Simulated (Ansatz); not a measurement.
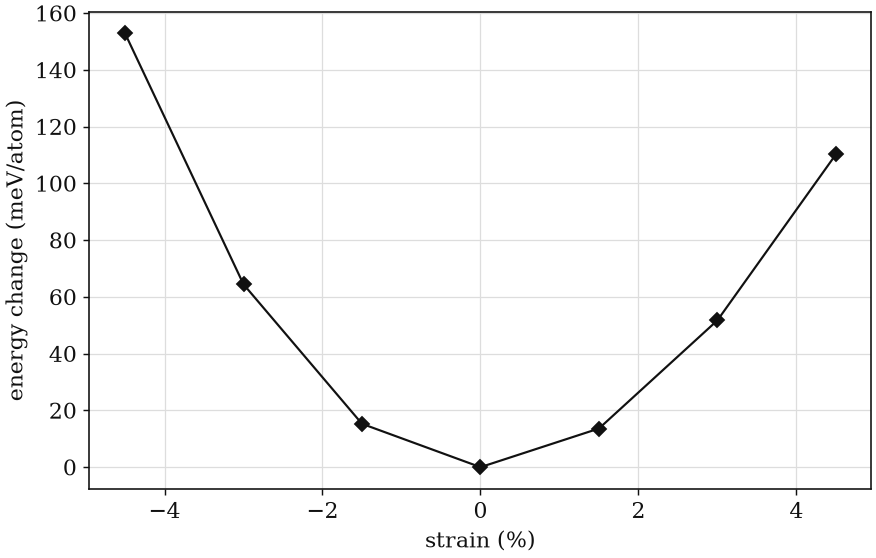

Plotted: energy change against strain for TiO₂, space group P4_2/mnm (No. 136).

The given structure:
```
CELL_PARAMETERS angstrom
4.64035 0.00000 0.00000
0.00000 4.64035 0.00000
0.00000 0.00000 3.00611
ATOMIC_POSITIONS crystal
Ti 0.50000 0.50000 0.00000
Ti 0.00000 0.00000 0.50000
O 0.69435 0.69435 0.50000
O 0.80565 0.19435 0.00000
O 0.19435 0.80565 0.00000
O 0.30565 0.30565 0.50000
```

How it was computed, with Ansatz 0.2.0: energy, stress and cell of a relaxed crystal along a series of strains, atoms and what the cell freedom names relaxed within the symmetry; stress is positive in compression; plane waves with PAW datasets, Γ-centred k mesh; energies extrapolated to zero smearing. Level: PBE, no spin polarisation. Hubbard U_eff: Ti d 4 eV.

- wave cutoff: 420 eV
- k mesh: 6×6×10
- occupations: Gaussian
- smearing width: 0.02 eV
- strain kind: isotropic
- cell freedom: cell held, all vectors scaled

From this curve and the settings, what does the calculation give for the stress zz, band gap and volume change at the same points?

The stress zz falls from 44.82 GPa at strain −4.5 % to −25.96 GPa at 4.5 %, and changes sign near 0.0 %. The band gap stays open and runs from 2.499 eV at strain −4.5 % to 2.103 eV at 4.5 %. The volume change rises from −12.90 % at strain −4.5 % to 14.12 % at 4.5 %.

```csv
strain (%),stress zz (GPa),band gap (eV),volume change (%)
-4.5,44.82,2.499,-12.90
-3.0,27.10,2.414,-8.73
-1.5,12.33,2.335,-4.43
0.0,0.01,2.263,0.00
1.5,-10.25,2.200,4.57
3.0,-18.81,2.150,9.27
4.5,-25.96,2.103,14.12
```
